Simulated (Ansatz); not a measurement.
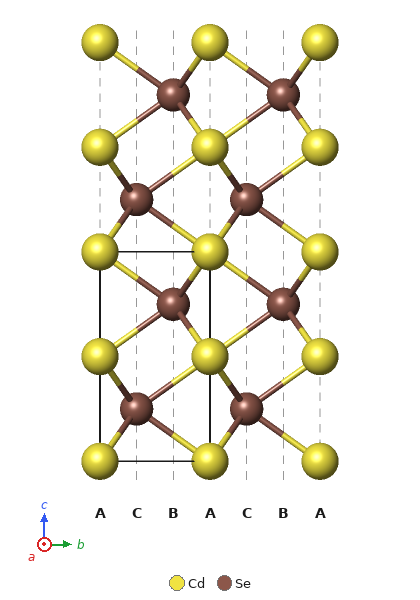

The picture looks along a close-packed row of the hexagonal mesh; c points upwards. The dashed lines mark the three columns A (0, 0), B (1/3, 2/3) and C (2/3, 1/3). The sequence starts with the first layer at or above the cell's origin.

The compound is CdSe, taken as the input geometry of an electronic-structure calculation (not necessarily at equilibrium); the starting structure was generated, so it need not be a known form of this composition.

Q: Give the sequence of layers in one repeat, with element and column.

A: Cd(A) – Se(C) – Cd(A) – Se(B) (four layers in 6.70 Å).

Q: How are the Se layers alone stacked?

A: Se layers alone: CB, the hexagonal close-packed type.

Q: Which positions between or in the Se layers do the other atoms fill?

A: Cd: two octahedral sites in each hexagonal cell.
